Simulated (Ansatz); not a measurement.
C48N: single-point calculation (part 2 of 2)

The same run, continued: C48N (defect cell, 49 atoms in the cell); DFT PBE, scalar-relativistic, plane waves, PAW, spin-polarised (Ansatz 0.2.0); cutoff 420 eV, 2×2×2 k-mesh, Gaussian smearing of 0.05 eV, collinear spins. The structure derives from an entry of the Crystallography Open Database.

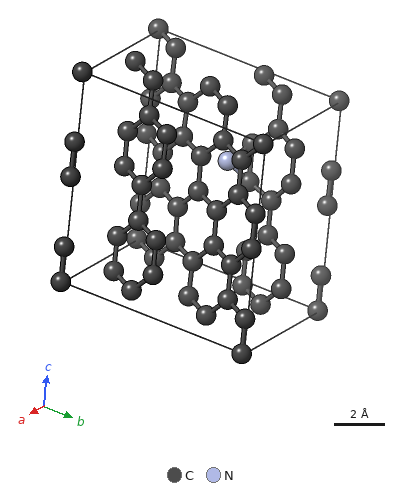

The structure (ball-and-stick view of the cell of the calculation, seen slightly off an axis). An atom can appear more than once, as a periodic image.

**The program's output, continued**
```
--- Forces (eV/Å), atoms counted from 1 ---
  atom   1  C     -0.00229127     0.00256501     0.00047173
  atom   2  C      0.00128774    -0.00926823     0.00029466
  atom   3  C      0.00098029     0.00124507    -0.00897274
  atom   4  C     -0.00388639     0.00852138    -0.00145768
  atom   5  C     -0.01778547    -0.00002585    -0.01645043
  atom   6  C     -0.00958385    -0.00670611    -0.00133195
  atom   7  C      0.00912762    -0.00846854     0.00016828
  atom   8  C      0.01459787    -0.00052442    -0.01350468
  atom   9  C     -0.00072141     0.00963240     0.00076763
  atom  10  C     -0.00632155     0.00255320    -0.00182788
  atom  11  C     -0.00545349    -0.00729260    -0.00022239
  atom  12  C     -0.00614047    -0.00006697    -0.00103765
  atom  13  C     -0.00738473    -0.00434969     0.00316242
  atom  14  C      0.00357043     0.00715825     0.00215449
  atom  15  C     -0.00224471    -0.00362817     0.00120154
  atom  16  C      0.00967305    -0.00518649     0.00327689
  atom  17  C      0.02167643     0.02381684    -0.01671596
  atom  18  C     -0.00639521     0.00203255     0.00242580
  atom  19  C      0.00754436    -0.00501459     0.00360034
  atom  20  C      0.00165640    -0.01172122     0.00764412
  atom  21  C     -0.00582532    -0.00386165     0.00192192
  atom  22  C     -0.01350461     0.00755891     0.00911596
  atom  23  C      0.00431608    -0.00333998     0.00477554
  atom  24  C      0.00598379    -0.00523463     0.00379776
  atom  25  C      0.00055180     0.00350291    -0.00660601
  atom  26  C     -0.00644020    -0.00329606    -0.00496961
  atom  27  C      0.00460982    -0.00078421    -0.00242793
  atom  28  C      0.00706252     0.01005541    -0.00788944
  atom  29  C      0.00172557    -0.00786728    -0.01041871
  atom  30  C     -0.00001281    -0.01244236    -0.00446077
  atom  31  C     -0.00609211     0.00021809    -0.00496904
  atom  32  C     -0.01165749     0.00910788    -0.00210322
  atom  33  C      0.00683540     0.00599879    -0.00360312
  atom  34  C      0.00896259    -0.00394113    -0.00653358
  atom  35  C     -0.00140454    -0.00672200    -0.00561779
  atom  36  C      0.00084307    -0.00364582    -0.00601147
  atom  37  C      0.00387394     0.00026269     0.00513961
  atom  38  C     -0.00136131     0.00209673     0.00577262
  atom  39  C     -0.00847207    -0.00271371     0.00237604
  atom  40  C     -0.00135136     0.00623565     0.00772101
  atom  41  C     -0.00621249    -0.00547942     0.00400391
  atom  42  C      0.01098772     0.00778110     0.00225229
  atom  43  C     -0.00313243     0.00698092     0.00475293
  atom  44  C     -0.01475808    -0.01561679     0.01494853
  atom  45  C      0.00782334     0.00339156     0.00235182
  atom  46  C      0.00629745     0.00318827     0.00466946
  atom  47  C      0.00352802     0.00780461     0.00310986
  atom  48  C      0.00114526     0.00157656     0.00488286
  atom  49  N      0.00377193     0.00391352     0.02037260
  max |Σ_I F_I| component: 8.61e-7 eV/Å
--- Band table (eV; the first three rows and the last of 16) ---
  k-point 0 ↑: bands = ["-13.9190", "-12.5300", "-12.0629", "-10.7156", "-10.6971", "-10.6572", "-10.6191", "-10.6090", "-10.5764", "-10.5385", "-10.5026", "-10.4967", "-10.4376", "-10.4002", "-8.6500", "-7.3447", "-7.3257", "-7.3036", "-7.2796", "-7.2723", "-6.7831", "-6.3047", "-6.2553", "-6.2422", "-6.2245", "-6.1869", "-5.9230", "-5.7219", "-5.6952", "-5.6338", "-5.6197", "-5.5995", "-5.5324", "-5.5188", "-4.2012", "-3.6066", "-3.5621", "-3.5476", "-3.2765", "-1.4530", "-1.1993", "-0.8756", "-0.8436", "-0.8379", "-0.8243", "-0.8103", "-0.7923", "-0.7837", "-0.7666", "-0.7562", "-0.7256", "-0.5790", "0.2303", "0.2613", "0.4452", "0.5069", "0.5147", "0.5205", "0.5267", "0.5323", "0.5386", "0.5439", "0.5566", "0.5599", "0.5639", "0.5704", "0.5745", "0.5822", "0.5931", "0.6072", "0.7136", "0.7247", "1.0921", "1.2897", "1.4089", "1.4200", "1.4364", "1.6216", "1.9274", "1.9500", "2.4697", "2.5032", "3.1364", "3.2556", "3.7353", "3.8912", "3.9181", "3.9508", "4.3675", "4.4129", "4.5446", "4.7422", "4.9804", "5.2624", "5.7629", "6.3704", "6.4171", "6.8557", "7.0195", "7.0659", "7.1549", "7.6868", "7.9757", "8.4157", "8.6148", "8.6573", "8.9150", "9.2549", "9.8554", "11.4996", "12.1973", "13.1360", "13.1760", "13.1839", "13.2193", "13.2414", "13.2864"]
  k-point 1 ↑: bands = ["-13.8946", "-12.1694", "-12.0281", "-11.8719", "-11.5359", "-11.0993", "-11.0639", "-10.9706", "-10.2784", "-9.2368", "-9.2075", "-9.1888", "-9.1757", "-9.1278", "-9.0962", "-9.0571", "-8.5526", "-8.3576", "-8.2101", "-8.1222", "-7.5082", "-6.9166", "-6.8783", "-6.8632", "-5.8856", "-5.8434", "-5.8312", "-5.8013", "-5.4792", "-3.8529", "-3.7017", "-3.6818", "-3.6735", "-3.6564", "-3.6226", "-3.5788", "-3.5726", "-3.5720", "-3.5486", "-3.5160", "-2.7643", "-2.0443", "-1.9718", "-1.9610", "-1.9220", "-1.3295", "-1.3143", "-1.2404", "-1.2209", "-0.9247", "-0.6735", "-0.5401", "-0.4570", "-0.4489", "-0.2919", "0.2183", "0.3573", "0.3691", "0.3910", "0.3955", "0.4145", "0.4166", "0.4284", "0.8247", "0.8440", "0.9323", "0.9554", "1.2370", "1.5795", "1.5818", "1.9045", "1.9112", "1.9378", "2.0556", "2.1771", "2.2184", "2.2358", "2.4282", "2.7668", "2.8622", "2.9112", "2.9204", "2.9365", "3.0045", "3.0518", "3.0830", "3.4064", "3.5015", "3.5148", "3.5366", "4.3910", "4.4590", "4.8819", "4.9292", "4.9951", "5.2443", "5.3698", "5.8587", "6.2266", "8.3835", "8.5662", "8.6147", "9.1982", "9.2734", "9.6934", "9.7736", "10.1128", "10.2934", "10.5126", "10.5503", "10.5970", "10.7458", "10.8355", "10.8817", "11.7728", "12.1661", "12.3789"]
  k-point 2 ↑: bands = ["-13.8929", "-12.1300", "-12.0400", "-11.8888", "-11.5475", "-11.1795", "-11.0457", "-10.9577", "-10.2147", "-9.3107", "-9.2336", "-9.2306", "-9.1506", "-9.1000", "-9.0417", "-9.0284", "-8.5656", "-8.3332", "-8.2292", "-8.1532", "-7.0291", "-6.9300", "-6.9158", "-6.8372", "-6.8138", "-5.8700", "-5.8569", "-5.7749", "-4.7611", "-3.8067", "-3.7286", "-3.6946", "-3.6601", "-3.6546", "-3.6030", "-3.5716", "-3.5712", "-3.5629", "-3.5160", "-3.4964", "-3.1675", "-2.0246", "-1.9789", "-1.9667", "-1.7647", "-1.4464", "-1.2498", "-1.2432", "-1.1219", "-0.7744", "-0.7377", "-0.6145", "-0.4735", "-0.4626", "-0.2285", "0.1547", "0.3048", "0.3510", "0.3818", "0.3846", "0.3912", "0.4096", "0.4525", "0.4888", "0.5802", "0.6975", "1.1713", "1.4058", "1.7564", "1.8463", "1.9326", "1.9393", "1.9557", "2.1216", "2.1888", "2.2531", "2.2650", "2.4263", "2.5268", "2.6416", "2.7140", "2.8834", "2.8881", "2.9433", "3.0491", "3.2158", "3.6722", "3.7377", "3.7851", "3.8250", "4.0031", "4.3188", "4.6351", "4.8504", "4.9863", "5.2434", "5.5750", "6.2028", "6.6442", "7.8125", "8.3763", "8.4500", "8.6897", "9.5496", "9.6786", "10.0466", "10.1734", "10.1939", "10.3614", "10.5222", "10.7106", "10.7991", "11.0577", "11.2547", "12.0073", "12.5400", "12.8056"]
  k-point 7 ↓: bands = ["-13.6920", "-12.0893", "-12.0378", "-11.9585", "-11.5484", "-11.1722", "-11.0298", "-10.8850", "-10.2440", "-9.3035", "-9.2717", "-9.2463", "-9.1584", "-9.0487", "-9.0186", "-8.9897", "-8.5095", "-8.2857", "-8.2507", "-8.1918", "-7.4701", "-6.8971", "-6.8731", "-6.8695", "-5.8729", "-5.8586", "-5.8485", "-5.8101", "-5.3745", "-3.8588", "-3.7361", "-3.7096", "-3.6760", "-3.6404", "-3.5792", "-3.5692", "-3.5609", "-3.5440", "-3.5354", "-3.5024", "-2.6682", "-2.0181", "-1.9673", "-1.9634", "-1.9161", "-1.2840", "-1.2739", "-1.2431", "-1.1882", "-0.5912", "-0.5238", "-0.4684", "-0.4314", "-0.3210", "-0.3128", "0.0888", "0.1480", "0.2059", "0.3010", "0.3643", "0.3806", "0.4015", "0.4093", "0.4314", "0.4557", "0.5449", "1.1662", "1.3479", "1.8326", "1.8953", "1.9086", "1.9484", "2.0289", "2.0986", "2.1833", "2.2232", "2.2344", "2.3432", "2.4890", "2.5022", "2.9010", "2.9115", "2.9192", "2.9586", "3.1316", "3.3406", "3.8692", "4.0104", "4.0283", "4.0683", "4.1031", "4.2571", "4.8112", "5.0814", "5.1079", "5.1975", "5.4201", "5.6977", "6.8695", "8.3747", "8.4131", "8.5080", "9.1374", "9.3014", "9.7131", "9.7833", "10.0254", "10.1419", "10.2576", "10.3138", "10.7296", "10.9501", "11.2057", "11.2239", "12.1280", "13.1280", "13.1974"]
--- Löwdin populations: 49 sites ---
  site symbol       q [e]    m [muB]
     0      C      3.9619     0.0057
     1      C      3.9644     0.0037
     2      C      3.9588     0.0102
     3      C      3.9618     0.0055
     4      C      3.9245     0.0064
     5      C      3.9582     0.0106
     6      C      3.9612     0.0063
     7      C      3.9484     0.0123
     8      C      3.9619     0.0055
     9      C      3.9548     0.0112
    10      C      3.9573     0.0059
    11      C      3.9581     0.0080
    12      C      3.9624    -0.0003
    13      C      3.9677     0.0044
    14      C      3.9718    -0.0010
    15      C      3.9657     0.0036
    16      C      3.8608    -0.0113
    17      C      3.9628     0.0007
    18      C      3.9698     0.0024
    19      C      3.9616     0.0115
    20      C      3.9606     0.0014
    21      C      3.9601     0.0074
    22      C      3.9701    -0.0013
    23      C      3.9643    -0.0011
    24      C      3.9596    -0.0153
    25      C      3.9625    -0.0165
    26      C      3.9654    -0.0081
    27      C      3.9653    -0.0069
    28      C      3.9241    -0.0113
    29      C      3.9612    -0.0110
    30      C      3.9329    -0.0134
    31      C      3.9584    -0.0163
    32      C      3.9669    -0.0075
    33      C      3.9611    -0.0088
    34      C      3.9605    -0.0112
    35      C      3.9612    -0.0136
    36      C      3.9698     0.0020
    37      C      3.9726     0.0014
    38      C      3.9608     0.0110
    39      C      3.9611     0.0023
    40      C      3.9683     0.0143
    41      C      3.9733     0.0039
    42      C      3.9704     0.0010
    43      C      3.8616    -0.0102
    44      C      3.9642     0.0052
    45      C      3.9729     0.0036
    46      C      3.9688     0.0090
    47      C      3.9656     0.0032
    48      N      5.3103     0.4431
  spilling = 0.008896 (of n_electrons = 197.000000)
--- Band densities, each state counted as filled ---
  window                                       electrons  max residual (eV)  cut levels
  e_range: [-0.25, 0.25]             1.125000 + 1.875000             9.0e-5           0
  e_range: [-1.2, 0]                 2.250000 + 2.000000             1.8e-6           0
  e_range: [0, 1.2]                  1.500000 + 1.875000             1.1e-4           0
```

**Results in brief**

| quantity | value |
| --- | --- |
| outcome | converged |
| electrons treated | 197 |
| free energy | −12422.9495 eV |
| Fermi energy | 6.921 eV |
| gap on the k-point mesh | none (metallic) |
| net moment of the cell | 0.46 μB |
| integrated absolute moment | 0.74 μB |
| largest force (length of the vector) | 0.036 eV/Å |
| wall time | 24 s (CPU time 95 s) |
| peak memory | 1.8 GiB |

**Notes**

Notes on the run: the state was not tested for a lower one.
